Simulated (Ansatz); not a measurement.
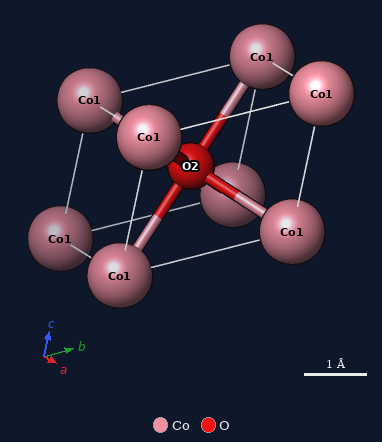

*The structure as given in the input (ball-and-stick view of the cell of the calculation, seen slightly off an axis; atoms are numbered from 1 in the order of the input).*

# CoO: geometry relaxation (part 1 of 2)

System: CoO (R-3m, 2 atoms in the cell).
Method: DFT PBE, scalar-relativistic, plane waves, PAW, spin-polarised (Ansatz 0.2.0).

The structure derives from a Materials Project entry. Figures and captions count atoms from 1; the log counts them from 0 in places.

Input file
```yaml
crystal:
  lattice:
    - [1.5054695445, 0.8691832468, 2.4399269062]
    - [-1.5054695445, 0.8691832468, 2.4399269062]
    - [0.0, -1.7383664936, 2.4399269062]
  atoms:
    - { symbol: Co, position: [0.0, 0.0, 0.0], spin: 2.71 }
    - { symbol: O, position: [0.5, 0.5, 0.5], spin: 0.34 }
basis:
  ecutwfc: 420
kpoints:
  mp_grid: { grid: [18, 18, 18] }
hamiltonian:
  xc: pbe
scf:
  occupations: { method: gaussian, width: 0.1 }
output:
  forces: true
  stress: true
  eigenvalues: true
  populations: true
  write_density: true
  write_potential: true
  elf: true
  volumetric_format: npy
magnetization:
  spin_polarized: true
relax:
  adjacent_minimum: "off"
  f_tol: 0.005
  max_steps: 80
  cell: { stress_tol: 0.05 }
```

Command:
```bash
ansatz run input.yaml --threads 1 --pin off --max-ram 2560MiB --backend cpu --events-out ev --progress --plain --runs-dir out
```

Log
```
Engine: ansatz 0.2.0, aarch64-unknown-linux-gnu
Pseudopotentials: kind: paw
Pseudopotential: Co, paw, valence charge 17, recommended cutoff 420 eV (normal), Co.paw.azcp
Pseudopotential: O, paw, valence charge 6, recommended cutoff 420 eV (normal), O.paw.azcp
Functional definition: PBE
  parameter kappa = 0.804
  parameter beta = 0.06672455060314922
  exchange = pbe_x(kappa = kappa, mu = beta*pi^2/3)
  correlation = pbe_c(beta = beta)
Crystal: 2 atoms, lattice volume = 19.156 Å³
Basis set: ecut = 420 eV, 339 PW (Γ), exchange–correlation on 48×48×48 points (8 copies of the dense FFT grid, shifted against one another)
Bands: 18, of which v1, the nominal top of the filled ones, is band 12 counted from 1 (11 counted from 0)
Symmetry: 12 space group operations
Space group: R-3m (ITA 166), of the structure as read, at distance tolerance 2.7e-5 Å
Magnetic group: BNS 166.97 (UNI 1327), of the structure as read, at distance tolerance 2.7e-5 Å
k-points: 580 of 5832
Non-local potential: Co, projectors of the file, l = 0: 3, l = 1: 2, l = 2: 3, l = 3: 1
Non-local potential: O, projectors of the file, l = 0: 2, l = 1: 2, l = 2: 1
PAW form: soft (Blöchl's): semilocal exchange-correlation on the pseudo side does not see the compensation charge
PAW one-centre angular grid: Co, 590 points (default); XC on 64 Gauss nodes
PAW one-centre angular grid: O, 110 points (default); XC on 64 Gauss nodes
Initial density: superposition of atomic densities (chi_scale 0.1, normalization cell, long waves kept (reshape's long-wave potential 0.00 eV rms))
Starting moments: Σ|m| = 3.05 μB on 2 of 2 sites
Initial wavefunctions: pseudopotential atomic-orbital guess
Functional: x = pbe(κ = 0.804, μ = 0.2195149727645171), c = pbe(β = 0.06672455060314922)
SCF iter   1: F=—  HF=-5690.940026 eV  |F-HF|=—  |Δ(HF+E_count)|=         —  Δρ=1.22e-1 (↑9.56e-2 ↓1.22e-1)  dr2=6.75e0  dr2_m=8.89e-2  M=2.621 μB ∫|m|=2.622 μB  β_m=0.30  ethr=3.10e-3  ⟨swp⟩=5.4  Hψ=87191  notcnv=0
Mixer restart at iter 1: flushing history
preconditioner: auto → none  [metal: Δε(μ)=0.001 eV  Ē_g=15.131 eV  σ=0.100 eV  W_gap=0.00  n_scr=8 (ndim 8)  ℏωp=32.9 eV  f_vac=0.000  D(μ)=3.86/eV (n_scr^D=64)  sad-step TF]
SCF iter   2: F=—  HF=-5690.910160 eV  |F-HF|=—  |Δ(HF+E_count)|=   2.99e-2  Δρ=5.46e-2 (↑3.81e-2 ↓5.46e-2)  dr2=1.41e0  dr2_m=4.09e-2  M=2.672 μB ∫|m|=2.675 μB  β_m=0.40  ethr=3.10e-3  ⟨swp⟩=3.0  Hψ=51001  notcnv=0  defer=1354
SCF iter   3: F=—  HF=-5691.418459 eV  |F-HF|=—  |Δ(HF+E_count)|=   5.08e-1  Δρ=2.59e-2 (↑1.72e-2 ↓2.59e-2)  dr2=8.78e-2  dr2_m=2.08e-2  M=2.735 μB ∫|m|=2.741 μB  β_m=0.54  ethr=3.10e-3  ⟨swp⟩=2.2  Hψ=36110  notcnv=0  defer=1360
SCF iter   4: F=—  HF=-5691.940838 eV  |F-HF|=—  |Δ(HF+E_count)|=         —  Δρ=3.05e-2 (↑9.66e-3 ↓3.05e-2)  dr2=7.80e-2  dr2_m=5.37e-2  M=2.871 μB ∫|m|=2.882 μB  β_m=0.54  ethr=3.82e-4  ⟨swp⟩=2.0  Hψ=45020  notcnv=0  defer=1373
Mixer restart at iter 4: flushing history
SCF iter   5: F=—  HF=-5692.075069 eV  |F-HF|=—  |Δ(HF+E_count)|=   1.34e-1  Δρ=1.28e-2 (↑1.28e-2 ↓6.94e-3)  dr2=3.13e-2  dr2_m=5.46e-3  M=2.824 μB ∫|m|=2.835 μB  β_m=0.53  ethr=3.39e-4  ⟨swp⟩=2.4  Hψ=40540  notcnv=0  defer=1374
SCF iter   6: F=—  HF=-5692.087171 eV  |F-HF|=—  |Δ(HF+E_count)|=   1.21e-2  Δρ=2.01e-2 (↑7.04e-3 ↓2.01e-2)  dr2=3.94e-2  dr2_m=2.65e-2  M=2.923 μB ∫|m|=2.936 μB  β_m=0.26  ethr=1.36e-4  ⟨swp⟩=2.0  Hψ=49582  notcnv=0  defer=1392
SCF iter   7: F=—  HF=-5692.106267 eV  |F-HF|=—  |Δ(HF+E_count)|=   1.91e-2  Δρ=4.68e-3 (↑4.68e-3 ↓3.90e-3)  dr2=6.04e-4  dr2_m=2.88e-3  M=2.899 μB ∫|m|=2.913 μB  β_m=0.51  ethr=1.36e-4  ⟨swp⟩=2.3  Hψ=35732  notcnv=0  defer=1391
SCF iter   8: F=—  HF=-5692.109669 eV  |F-HF|=—  |Δ(HF+E_count)|=   3.40e-3  Δρ=1.53e-3 (↑1.53e-3 ↓1.24e-3)  dr2=6.08e-5  dr2_m=3.14e-4  M=2.926 μB ∫|m|=2.941 μB  β_m=0.55  ethr=2.63e-6  ⟨swp⟩=2.1  Hψ=41779  notcnv=0  defer=1387
SCF iter   9: F=—  HF=-5692.109665 eV  |F-HF|=—  |Δ(HF+E_count)|=   4.14e-6  Δρ=3.47e-4 (↑3.47e-4 ↓2.52e-4)  dr2=5.77e-6  dr2_m=1.34e-5  M=2.926 μB ∫|m|=2.942 μB  β_m=0.77  ethr=2.64e-7  ⟨swp⟩=2.2  Hψ=28099  notcnv=0  defer=1387
SCF iter  10: F=—  HF=-5692.109683 eV  |F-HF|=—  |Δ(HF+E_count)|=   1.79e-5  Δρ=1.17e-4 (↑1.11e-4 ↓1.17e-4)  dr2=3.45e-7  dr2_m=2.04e-6  M=2.927 μB ∫|m|=2.943 μB  β_m=0.89  ethr=2.51e-8  ⟨swp⟩=2.0  Hψ=29794  notcnv=0  defer=1387
SCF iter  11: F=—  HF=-5692.109684 eV  |F-HF|=—  |Δ(HF+E_count)|=   9.13e-7  Δρ=6.90e-5 (↑1.52e-5 ↓6.90e-5)  dr2=1.99e-7  dr2_m=2.36e-7  M=2.927 μB ∫|m|=2.943 μB  β_m=0.94  ethr=1.50e-9  ⟨swp⟩=2.3  Hψ=32653  notcnv=0  defer=1387
SCF iter  12: F=—  HF=-5692.109685 eV  |F-HF|=—  |Δ(HF+E_count)|=   1.04e-6  Δρ=7.38e-5 (↑4.89e-5 ↓7.38e-5)  dr2=6.28e-7  dr2_m=5.21e-7  M=2.927 μB ∫|m|=2.943 μB  β_m=0.97  ethr=8.67e-10  ⟨swp⟩=2.0  Hψ=34543  notcnv=0  defer=1387
SCF iter  13: F=—  HF=-5692.109685 eV  |F-HF|=—  |Δ(HF+E_count)|=   5.49e-8  Δρ=2.48e-5 (↑7.44e-6 ↓2.48e-5)  dr2=6.84e-8  dr2_m=3.31e-8  M=2.927 μB ∫|m|=2.943 μB  β_m=0.98  ethr=8.67e-10  ⟨swp⟩=2.3  Hψ=30439  notcnv=0  defer=1387
SCF iter  14: F=-5692.109685 eV  HF=-5692.109685 eV  |F-HF|=1.04e-8  |Δ(HF+E_count)|=   7.24e-8  Δρ=9.71e-6 (↑2.86e-6 ↓9.71e-6)  dr2=1.24e-8  dr2_m=5.36e-9  M=2.927 μB ∫|m|=2.943 μB  ethr=2.97e-10  ⟨swp⟩=10.1  Hψ=133263  notcnv=0
SCF 1 converged in 14 iterations: F = -5692.109685 eV  dr2 = 1.24e-8
  greatest PAW one-centre occupation: 1.004 electrons in one spin orbital (limit 2), on the Co atom at site 0 (counted from 0), in its partial waves of l = 1
relax step   1: F+E_penalty+E_count = -5692.10968472 eV  Δ(F+E_penalty+E_count) = +0.000e0 eV  max|allowed force component| = 9.466e-30 eV/Å  Δτ_max = 0.0000 Å  P = +0.083 GPa  Ω = 19.156 Å³  (14 SCF iters, dr2 threshold 1.00e-7 eV, accepted)
Crystal: 2 atoms, lattice volume = 19.160 Å³
Initial density: handed on by an earlier stage of this run
Starting moments: Σ|m| = 3.05 μB on 2 of 2 sites; this step starts from the density that it was given
Initial wavefunctions: those handed on with the density
iter 1 solved again at ethr=5.54e-9 eV; its pass at ethr=3.10e-3 eV (dr2=1.28e-6 eV) is discarded
SCF iter   1: F=—  HF=-5692.109790 eV  |F-HF|=—  |Δ(HF+E_count)|=         —  Δρ=2.17e-4 (↑1.41e-4 ↓2.17e-4)  dr2=4.19e-6  dr2_m=2.48e-6  M=2.927 μB ∫|m|=2.943 μB  β_m=0.65  ethr=5.54e-9  ⟨swp⟩=3.0  Hψ=129555  notcnv=0
eigensolver tolerance schedule calibrated: the retry pair's looser diagonalisation under-reported the residual by θ = 0.70 (0.12/decade); ethr = c·dr2/N_el runs at the constant in force after the calibration composes with the one it found (an armed cap, an earlier calibration), c = 6.8e-2
preconditioner: auto → none  [metal: Δε(μ)=0.001 eV  Ē_g=15.478 eV  σ=0.100 eV  W_gap=0.00  n_scr=0 (ndim 8)  ℏωp=32.9 eV  f_vac=0.000  D(μ)=4.13/eV (n_scr^D=64)]
SCF iter   2: F=—  HF=-5692.109796 eV  |F-HF|=—  |Δ(HF+E_count)|=   6.25e-6  Δρ=1.13e-4 (↑5.17e-5 ↓1.13e-4)  dr2=6.40e-7  dr2_m=6.75e-7  M=2.927 μB ∫|m|=2.943 μB  β_m=0.65  ethr=5.54e-9  ⟨swp⟩=2.1  Hψ=32960  notcnv=0
SCF iter   3: F=—  HF=-5692.109799 eV  |F-HF|=—  |Δ(HF+E_count)|=   2.28e-6  Δρ=7.14e-5 (↑1.39e-5 ↓7.14e-5)  dr2=1.23e-7  dr2_m=2.61e-7  M=2.927 μB ∫|m|=2.943 μB  β_m=0.82  ethr=1.90e-9  ⟨swp⟩=2.0  Hψ=34074  notcnv=0
SCF iter   4: F=—  HF=-5692.109800 eV  |F-HF|=—  |Δ(HF+E_count)|=   1.15e-6  Δρ=5.03e-5 (↑2.19e-5 ↓5.03e-5)  dr2=2.91e-7  dr2_m=1.02e-7  M=2.928 μB ∫|m|=2.943 μB  β_m=0.91  ethr=3.66e-10  ⟨swp⟩=2.0  Hψ=34781  notcnv=0
SCF iter   5: F=—  HF=-5692.109800 eV  |F-HF|=—  |Δ(HF+E_count)|=   5.49e-7  Δρ=4.28e-5 (↑3.02e-5 ↓4.28e-5)  dr2=5.39e-7  dr2_m=2.22e-8  M=2.928 μB ∫|m|=2.943 μB  β_m=0.77  ethr=3.66e-10  ⟨swp⟩=2.1  Hψ=35016  notcnv=0
SCF iter   6: F=—  HF=-5692.109800 eV  |F-HF|=—  |Δ(HF+E_count)|=   7.20e-8  Δρ=1.29e-5 (↑1.26e-5 ↓1.29e-5)  dr2=3.57e-8  dr2_m=1.63e-8  M=2.928 μB ∫|m|=2.943 μB  β_m=0.71  ethr=3.66e-10  ⟨swp⟩=2.0  Hψ=34803  notcnv=0
SCF iter   7: F=-5692.109800 eV  HF=-5692.109800 eV  |F-HF|=3.49e-8  |Δ(HF+E_count)|=   1.13e-8  Δρ=2.02e-5 (↑7.07e-6 ↓2.02e-5)  dr2=4.31e-8  dr2_m=2.80e-8  M=2.928 μB ∫|m|=2.943 μB  ethr=1.06e-10  ⟨swp⟩=5.1  Hψ=102043  notcnv=0
SCF 2 converged in 7 iterations: F = -5692.109800 eV  dr2 = 4.31e-8
[... from here on the iterations of each SCF are left out, up to the last one ...]
relax step   2: F+E_penalty+E_count = -5692.10980012 eV  Δ(F+E_penalty+E_count) = -1.154e-4 eV  max|allowed force component| = 7.363e-30 eV/Å  Δτ_max = 0.0000 Å  P = +0.038 GPa  Ω = 19.160 Å³  energy of the carried Pulay correction = -1.948e-5 eV  (7 SCF iters, dr2 threshold 1.99e-7 eV, accepted)
Crystal: 2 atoms, lattice volume = 19.180 Å³
Basis set: ecut = 420 eV, 351 PW (Γ), exchange–correlation on 48×48×48 points (8 copies of the dense FFT grid, shifted against one another)
preconditioner: auto → none  [metal: Δε(μ)=0.002 eV  Ē_g=15.472 eV  σ=0.100 eV  W_gap=0.01  n_scr=0 (ndim 8)  ℏωp=32.8 eV  f_vac=0.000  D(μ)=4.02/eV (n_scr^D=64)]
SCF 3 converged in 8 iterations: F = -5692.110721 eV  dr2 = 6.89e-8
relax step   3: F+E_penalty+E_count = -5692.11072066 eV  Δ(F+E_penalty+E_count) = -9.205e-4 eV  max|allowed force component| = 4.207e-30 eV/Å  Δτ_max = 0.0000 Å  P = -0.222 GPa  Ω = 19.180 Å³  energy of the carried Pulay correction = -1.124e-4 eV  (8 SCF iters, dr2 threshold 2.00e-7 eV, accepted)
Crystal: 2 atoms, lattice volume = 19.205 Å³
Basis set: ecut = 420 eV, 367 PW (Γ), exchange–correlation on 48×48×48 points (8 copies of the dense FFT grid, shifted against one another)
preconditioner: auto → none  [metal: Δε(μ)=0.001 eV  Ē_g=15.459 eV  σ=0.100 eV  W_gap=0.00  n_scr=0 (ndim 8)  ℏωp=32.8 eV  f_vac=0.000  D(μ)=3.64/eV (n_scr^D=58)]
SCF 4 converged in 8 iterations: F = -5692.113816 eV  dr2 = 9.14e-8
relax step   4: F+E_penalty+E_count = -5692.11381647 eV  Δ(F+E_penalty+E_count) = -3.096e-3 eV  max|allowed force component| = 6.311e-30 eV/Å  Δτ_max = 0.0000 Å  P = -0.903 GPa  Ω = 19.205 Å³  energy of the carried Pulay correction = -2.263e-4 eV  (8 SCF iters, dr2 threshold 2.00e-7 eV, accepted)
Crystal: 2 atoms, lattice volume = 19.063 Å³
Basis set: ecut = 420 eV, 361 PW (Γ), exchange–correlation on 48×48×48 points (8 copies of the dense FFT grid, shifted against one another)
preconditioner: auto → none  [metal: Δε(μ)=0.002 eV  Ē_g=15.535 eV  σ=0.100 eV  W_gap=0.01  n_scr=0 (ndim 8)  ℏωp=32.9 eV  f_vac=0.000  D(μ)=2.96/eV (n_scr^D=56)]
SCF 5 converged in 8 iterations: F = -5692.109894 eV  dr2 = 7.87e-9
relax step   5: F+E_penalty+E_count = -5692.10989419 eV  Δ(F+E_penalty+E_count) = +3.922e-3 eV  max|allowed force component| = 1.776e-29 eV/Å  Δτ_max = 0.0000 Å  P = -1.709 GPa  Ω = 19.063 Å³  energy of the carried Pulay correction = +4.304e-4 eV  (8 SCF iters, dr2 threshold 2.00e-7 eV, rejected (line search))
Crystal: 2 atoms, lattice volume = 19.094 Å³
preconditioner: auto → none  [metal: Δε(μ)=0.000 eV  Ē_g=15.519 eV  σ=0.100 eV  W_gap=0.00  n_scr=0 (ndim 8)  ℏωp=32.9 eV  f_vac=0.000  D(μ)=3.44/eV (n_scr^D=58)]
SCF 6 converged in 11 iterations: F = -5692.115963 eV  dr2 = 2.28e-12
relax step   6: F+E_penalty+E_count = -5692.11596319 eV  Δ(F+E_penalty+E_count) = -2.147e-3 eV  max|allowed force component| = 2.104e-29 eV/Å  Δτ_max = 0.0000 Å  P = -0.344 GPa  Ω = 19.094 Å³  energy of the carried Pulay correction = +2.875e-4 eV  (11 SCF iters, accepted)
Crystal: 2 atoms, lattice volume = 19.032 Å³
preconditioner: auto → none  [metal: Δε(μ)=0.000 eV  Ē_g=15.545 eV  σ=0.100 eV  W_gap=0.00  n_scr=0 (ndim 8)  ℏωp=33.0 eV  f_vac=0.000  D(μ)=3.34/eV (n_scr^D=58)]
SCF 7 converged in 7 iterations: F = -5692.116488 eV  dr2 = 6.28e-9
relax step   7: F+E_penalty+E_count = -5692.11648815 eV  Δ(F+E_penalty+E_count) = -5.250e-4 eV  max|allowed force component| = 9.223e-29 eV/Å  Δτ_max = 0.0000 Å  P = -0.008 GPa  Ω = 19.032 Å³  energy of the carried Pulay correction = +5.759e-4 eV  (7 SCF iters, dr2 threshold 2.00e-7 eV, accepted)
Basis set: ecut = 420 eV, 367 PW (Γ), exchange–correlation on 40×40×40 points (8 copies of the dense FFT grid, shifted against one another)
Initial wavefunctions: pseudopotential atomic-orbital guess (no wavefunctions were taken with the density)
preconditioner: auto → none  [metal: Δε(μ)=0.001 eV  Ē_g=15.549 eV  σ=0.100 eV  W_gap=0.00  n_scr=0 (ndim 8)  ℏωp=33.0 eV  f_vac=0.000  D(μ)=3.35/eV (n_scr^D=58)]
SCF 8 converged in 10 iterations: F = -5692.117665 eV  dr2 = 2.36e-12
relax step   8: F+E_penalty+E_count = -5692.11766502 eV  Δ(F+E_penalty+E_count) = -1.177e-3 eV  max|allowed force component| = 9.207e-29 eV/Å  Δτ_max = 0.0000 Å  P = +0.104 GPa  Ω = 19.032 Å³  stress off target by 3.19e-1 GPa  SCF on the basis re-selected at this cell (its energy is not comparable with the rows above)  (10 SCF iters)
basis re-selected at this cell: Δ(F+E_penalty+E_count) = -1.177e-3 eV, ΔP = +0.112 GPa vs the last step (what re-selecting the basis moved, of the pressure what is left beyond the Pulay correction that the steps carried, after the strain that the cell walked since its last selection, with what the two solves' SCF thresholds leave and, on support functions, any second-order correction that the steps lacked; it is no measure of the basis error at this ecutwfc). The dense FFT grid was sized anew with the basis: this SCF ran on 20×20×20 points, the steps before it on 24×24×24, so part of this shift can come from that change (see relax.cell in the input reference). This SCF's stress stands 3.19e-1 GPa from its target on what of the cell is left free (relax.cell.stress_tol is 5.00e-2 GPa) and its largest allowed force component is 9.21e-29 eV/Å (relax.f_tol is 5.00e-3 eV/Å): not within both, so this SCF does not close the relaxation
Crystal: 2 atoms, lattice volume = 19.015 Å³
preconditioner: auto → none  [metal: Δε(μ)=0.001 eV  Ē_g=15.558 eV  σ=0.100 eV  W_gap=0.01  n_scr=0 (ndim 8)  ℏωp=33.0 eV  f_vac=0.000  D(μ)=3.27/eV (n_scr^D=58)]
SCF 9 converged in 6 iterations: F = -5692.117994 eV  dr2 = 4.41e-8
relax step   9: F+E_penalty+E_count = -5692.11799360 eV  Δ(F+E_penalty+E_count) = -3.286e-4 eV  max|allowed force component| = 1.972e-30 eV/Å  Δτ_max = 0.0000 Å  P = +0.044 GPa  Ω = 19.015 Å³  energy of the carried Pulay correction = +8.706e-5 eV  (6 SCF iters, dr2 threshold 2.00e-7 eV, accepted)
Crystal: 2 atoms, lattice volume = 19.019 Å³
preconditioner: auto → none  [metal: Δε(μ)=0.001 eV  Ē_g=15.557 eV  σ=0.100 eV  W_gap=0.00  n_scr=0 (ndim 8)  ℏωp=33.0 eV  f_vac=0.000  D(μ)=3.27/eV (n_scr^D=58)]
SCF 10 converged in 7 iterations: F = -5692.117976 eV  dr2 = 2.41e-10
relax step  10: F+E_penalty+E_count = -5692.11797604 eV  Δ(F+E_penalty+E_count) = +1.755e-5 eV  max|allowed force component| = 2.235e-30 eV/Å  Δτ_max = 0.0000 Å  P = -0.001 GPa  Ω = 19.019 Å³  energy of the carried Pulay correction = +6.854e-5 eV  (7 SCF iters, dr2 threshold 7.54e-9 eV, accepted)
SCF 11 converged in 6 iterations: F = -5692.117937 eV  dr2 = 1.09e-11
relax step  11: F+E_penalty+E_count = -5692.11793735 eV  Δ(F+E_penalty+E_count) = +3.869e-5 eV  max|allowed force component| = 2.498e-30 eV/Å  Δτ_max = 0.0000 Å  P = -0.004 GPa  Ω = 19.019 Å³  stress off target by 6.04e-2 GPa  SCF on the basis re-selected at this cell (its energy is not comparable with the rows above)  (6 SCF iters)
basis re-selected at this cell: Δ(F+E_penalty+E_count) = +3.869e-5 eV, ΔP = -0.003 GPa vs the last step (what re-selecting the basis moved, of the pressure what is left beyond the Pulay correction that the steps carried, after the strain that the cell walked since its last selection, with what the two solves' SCF thresholds leave and, on support functions, any second-order correction that the steps lacked; it is no measure of the basis error at this ecutwfc). This SCF's stress stands 6.04e-2 GPa from its target on what of the cell is left free (relax.cell.stress_tol is 5.00e-2 GPa) and its largest allowed force component is 2.50e-30 eV/Å (relax.f_tol is 5.00e-3 eV/Å): not within both, so this SCF does not close the relaxation
Crystal: 2 atoms, lattice volume = 19.014 Å³
preconditioner: auto → none  [metal: Δε(μ)=0.001 eV  Ē_g=15.559 eV  σ=0.100 eV  W_gap=0.00  n_scr=0 (ndim 8)  ℏωp=33.0 eV  f_vac=0.000  D(μ)=3.26/eV (n_scr^D=58)]
SCF 12 converged in 6 iterations: F = -5692.117961 eV  dr2 = 6.30e-10
relax step  12: F+E_penalty+E_count = -5692.11796148 eV  Δ(F+E_penalty+E_count) = -2.413e-5 eV  max|allowed force component| = 1.052e-30 eV/Å  Δτ_max = 0.0000 Å  P = +0.004 GPa  Ω = 19.014 Å³  energy of the carried Pulay correction = +1.989e-5 eV  (6 SCF iters, dr2 threshold 9.13e-9 eV, accepted)
iter 1 solved again at ethr=5.64e-9 eV; its pass at ethr=3.10e-3 eV (dr2=1.30e-6 eV) is discarded
SCF iter   1: F=—  HF=-5692.117938 eV  |F-HF|=—  |Δ(HF+E_count)|=         —  Δρ=4.39e-6 (↑4.24e-6 ↓4.39e-6)  dr2=2.42e-9  dr2_m=4.30e-10  M=2.882 μB ∫|m|=2.898 μB  β_m=0.65  ethr=5.64e-9  ⟨swp⟩=4.0  Hψ=152937  notcnv=0
preconditioner: auto → none  [metal: Δε(μ)=0.001 eV  Ē_g=15.560 eV  σ=0.100 eV  W_gap=0.00  n_scr=0 (ndim 8)  ℏωp=33.0 eV  f_vac=0.000  D(μ)=3.26/eV (n_scr^D=58)]
SCF iter   2: F=—  HF=-5692.117938 eV  |F-HF|=—  |Δ(HF+E_count)|=   1.32e-8  Δρ=2.20e-6 (↑2.20e-6 ↓1.92e-6)  dr2=1.39e-9  dr2_m=7.26e-11  M=2.882 μB ∫|m|=2.898 μB  β_m=0.42  ethr=1.05e-11  ⟨swp⟩=2.0  Hψ=29772  notcnv=0
SCF iter   3: F=—  HF=-5692.117938 eV  |F-HF|=—  |Δ(HF+E_count)|=  4.33e-10  Δρ=1.28e-6 (↑1.28e-6 ↓1.22e-6)  dr2=1.30e-10  dr2_m=3.63e-11  M=2.882 μB ∫|m|=2.898 μB  β_m=0.57  ethr=6.03e-12  ⟨swp⟩=2.3  Hψ=28802  notcnv=0
SCF iter   4: F=—  HF=-5692.117938 eV  |F-HF|=—  |Δ(HF+E_count)|=  5.73e-10  Δρ=5.35e-7 (↑2.60e-7 ↓5.35e-7)  dr2=5.26e-11  dr2_m=7.62e-12  M=2.882 μB ∫|m|=2.898 μB  β_m=0.50  ethr=1.00e-12  ⟨swp⟩=2.0  Hψ=29263  notcnv=0
SCF iter   5: F=—  HF=-5692.117938 eV  |F-HF|=—  |Δ(HF+E_count)|=  9.09e-12  Δρ=1.85e-7 (↑1.76e-7 ↓1.85e-7)  dr2=1.49e-12  dr2_m=5.02e-12  M=2.882 μB ∫|m|=2.898 μB  β_m=0.75  ethr=1.00e-12  ⟨swp⟩=1.6  Hψ=23826  notcnv=0
SCF iter   6: F=-5692.117938 eV  HF=-5692.117938 eV  |F-HF|=1.82e-12  |Δ(HF+E_count)|=  6.37e-12  Δρ=1.47e-7 (↑4.86e-8 ↓1.47e-7)  dr2=3.02e-12  dr2_m=1.21e-12  M=2.882 μB ∫|m|=2.898 μB  ethr=1.00e-12  ⟨swp⟩=3.4  Hψ=73967  notcnv=0
SCF 13 converged in 6 iterations: F = -5692.117938 eV  dr2 = 3.02e-12
relax step  13: F+E_penalty+E_count = -5692.11793751 eV  Δ(F+E_penalty+E_count) = +2.397e-5 eV  max|allowed force component| = 1.788e-29 eV/Å  Δτ_max = 0.0000 Å  P = +0.003 GPa  Ω = 19.014 Å³  stress off target by 8.23e-3 GPa  SCF on the basis re-selected at this cell (its energy is not comparable with the rows above)  (6 SCF iters)
```
